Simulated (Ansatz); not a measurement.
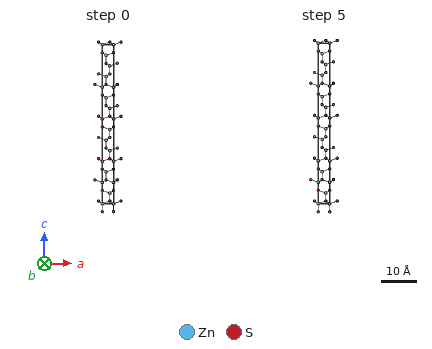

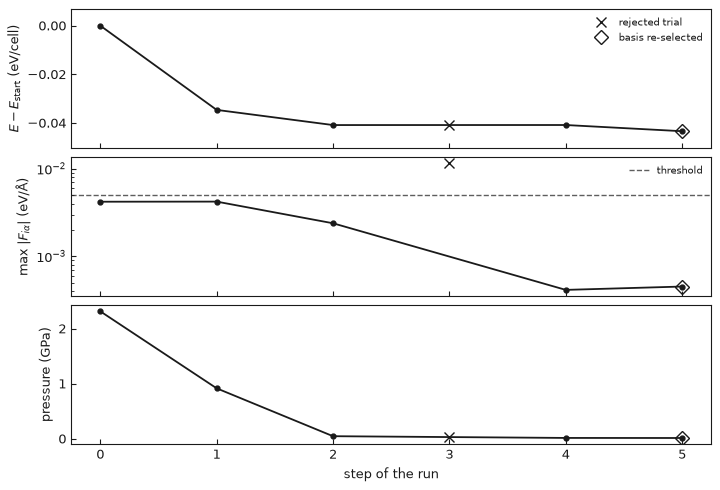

First and last geometry of a relaxation of a crystal of ZnS (set up in R3m), with the history of the run. The picture is a ball-and-stick view of the conventional cell (3 times the calculation's cell), seen along the b axis. Lengths and directions refer to the drawn axes.

The calculation used DFT PBE, scalar-relativistic, plane waves, PAW in Ansatz 0.2.0. Settings: plane-wave cutoff 420 eV; k-point mesh 12 × 12 × 12; occupations gaussian; smearing width 0.02 eV; no spin polarisation; cell and atoms relaxed; force threshold 0.005 eV/Å; at most 80 steps.

What do the curves and the structures tell?

Answer. It converged. Over 3 accepted moves (5 points after the start) the energy falls by 43.4 meV per cell of the calculation. Largest force component: 0.0042 eV/Å at the start, 0.00045 eV/Å at the end. Pressure: 2.31 GPa at the start and 0.01 GPa at the end. The line search rejected the trial step at point 3 of the run. The SCF was repeated once at an unchanged geometry on a basis and grid sized afresh for the cell, which shifted the energy by 2.6 meV per cell of the calculation at most. The atoms keep their places relative to the cell (all moves are under 0.005 Å). The drawn cell changes as follows: a = b 3.808 → 3.847 Å (+1.0 %), c 46.712 → 47.200 Å (+1.0 %); the volume changes by +3.1 %. Some distances before and after: S–Zn 2.337 → 2.361 Å. The space group stays R3m (No. 160). Cost: 5.8 min on 4 threads of Oxide Virtual Turin-like Processor (Zen 5), on a shared host, peak memory 1.7 GiB.

| step | E − E(0), meV/atom | largest force component, eV/Å | pressure, GPa | volume, Å³/atom | note |
| --- | --- | --- | --- | --- | --- |
| 0 | 0.00 | 0.0042 | 2.31 | 19.552 |  |
| 1 | -3.46 | 0.0042 | 0.92 | 19.914 |  |
| 2 | -4.09 | 0.0024 | 0.05 | 20.157 |  |
| 3 | -4.08 | 0.0116 | 0.03 | 20.162 | rejected |
| 4 | -4.09 | 0.0004 | 0.01 | 20.167 |  |
| 5 | -4.34 | 0.0005 | 0.01 | 20.167 | same geometry, new basis |
